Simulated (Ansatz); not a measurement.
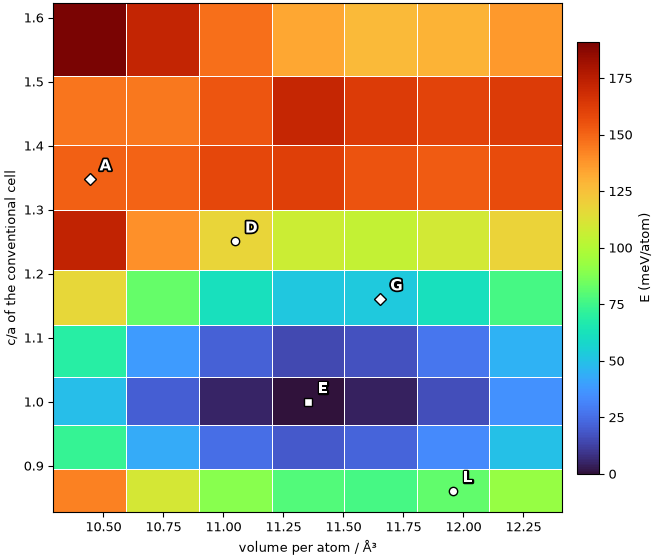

Fe (Im-3m, No. 229; 1 atom in the cell). The energy is mapped over volume and the cell's shape. First axis: volume per atom. Second axis: c/a of the conventional cell. Nothing is relaxed (symmetry fixes all fractional coordinates). Grid: 7 × 9 points. Points are written as (first, second). Energies: meV/atom, counted from the lowest grid point. The cutoff or the k-mesh is coarse on purpose, so the values aren't converged. The magnetic moment jumps between some neighbouring points. Theory: Ansatz, DFT PBE, scalar-relativistic, plane waves, PAW. Settings: cutoff 520 eV, k-mesh 12×12×12, gaussian smearing 0.15 eV, spin-polarised.

The picture shows one coloured cell a grid point, lettered points.

Question: Which space group has the cell at each letter?

Answer: A: I4/mmm; D: I4/mmm; E: Im-3m; G: I4/mmm; L: I4/mmm.

Question: Rank the lettered points by energy, lowest first.

Answer: E (0 meV/atom), G (53 meV/atom), L (81 meV/atom), D (118 meV/atom), A (151 meV/atom).
